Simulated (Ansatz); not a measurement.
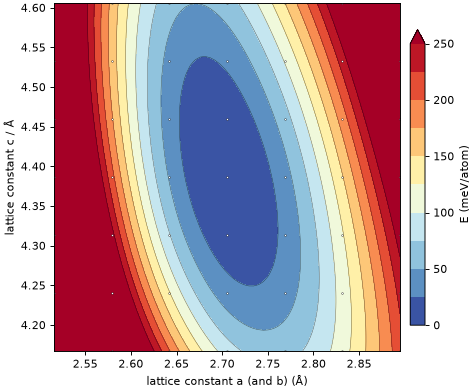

Energy landscape of Ir (P6_3/mmc, No. 194; 2 atoms in the cell). The energy is mapped over the lattice constants a and c of the conventional cell. First axis: lattice constant a (and b). Second axis: lattice constant c. Nothing is relaxed (symmetry fixes all fractional coordinates). Grid: 7 × 7 points. Energies: meV/atom, counted from the lowest grid point. Level of theory: DFT LDA, scalar-relativistic, plane waves, PAW (Ansatz). Settings: cutoff 420 eV, k-mesh 18×18×10 in the order of the run's cell vectors, gaussian smearing 0.15 eV, no spin polarisation.

In the figure: filled contours, dots at the grid points, one colour for all values above the top of the scale. Between grid points the surface is interpolated. 

> Describe this landscape.

The lowest grid point is at lattice constant a (and b) = 2.705 Å, lattice constant c = 4.386 Å. No other kind of well shows on this grid. The highest grid point, lattice constant a (and b) = 2.516 Å, lattice constant c = 4.167 Å, lies 825 meV/atom above the lowest. Round the minimum the valley is somewhat tilted: raising lattice constant a (and b) shifts the best value of lattice constant c downwards (coupling k₁₂/√(k₁₁k₂₂) about 0.5).

Grid values (meV/atom):

```tsv
lattice constant c ↓, lattice constant a (and b) →	2.516	2.579	2.642	2.705	2.768	2.832	2.895
4.606	416	168	61	64	149	296	489
4.532	431	165	43	30	101	236	419
4.459	464	179	38	8	64	186	357
4.386	517	210	48	0	40	148	304
4.313	593	261	77	9	32	122	262
4.240	694	335	127	38	40	110	232
4.167	825	436	202	88	67	115	216
```

The whole map (49 points run) took 8.8 min on 1 thread of Arm Neoverse N1 (shared host).

PAW datasets: the set soft_1.
